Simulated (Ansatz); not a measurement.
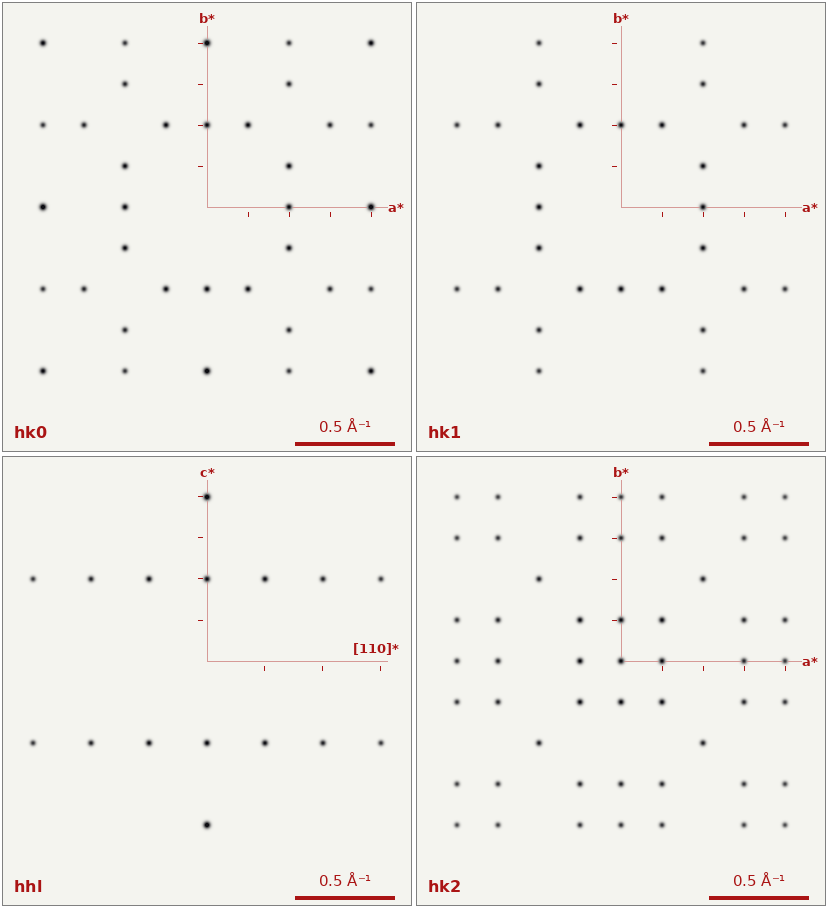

Four undistorted layers of reciprocal space, calculated for a single crystal (X-rays, kinematic |F|², B = 0.5 Å²). Tick marks count the reciprocal lattice steps of the conventional cell along each axis.

The compound is Ru. Structure: the input geometry of an electronic-structure calculation (not necessarily at equilibrium); the starting structure was generated, so it need not be a known form of this composition.

### What cell do the layers give?

a* = 0.208, b* = 0.208, c* = 0.208 Å⁻¹; the cell is cubic with a = 4.81 Å.

### List the systematic absences.

Reflections are present only under these conditions. hkl: no condition; hk0: no condition; hhl: l = 2n; h00: h = 2n. The lattice is primitive (P). Further gaps, such as 0 4 1, 4 0 1, 1 4 0, come from atoms on special positions, not from the group's general conditions. A few very weak reflections are below the display threshold.

### Which space groups fit?

The intensities have Laue symmetry m-3m (the hk0 layer shows 4mm, hk1 shows 4mm). With these conditions the candidates are P-43n (No. 218), Pm-3n (No. 223). Diffraction geometry alone does not choose among them; the structure has Pm-3n.
